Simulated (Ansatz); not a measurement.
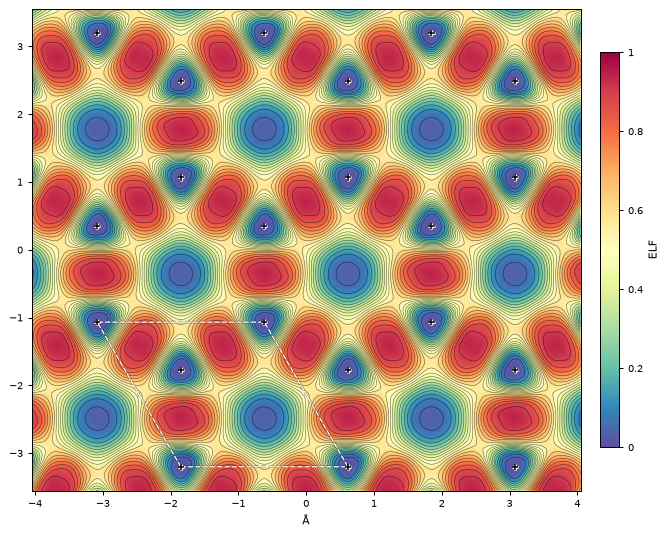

The electron localisation function on a plane through atoms (crosses mark nuclei in the plane).

Level of theory: DFT PBE+D3(BJ), scalar-relativistic, plane waves, PAW (Ansatz).

Candidates:
A. C, a = 2.46 Å, b = 2.46 Å, c = 6.74 Å, α = 90.00°, β = 90.00°, γ = 120.00°. Space group P6₃/mmc.
B. TaN, a = 2.93 Å, b = 2.93 Å, c = 2.88 Å, α = 90.00°, β = 90.00°, γ = 120.00°. Space group P-6m2.

Which system is this?

Answer. Candidate A: C on the (001) plane of the conventional cell, which holds C. C–C (1.42 Å): the ELF peaks at about 0.95 between the atoms.
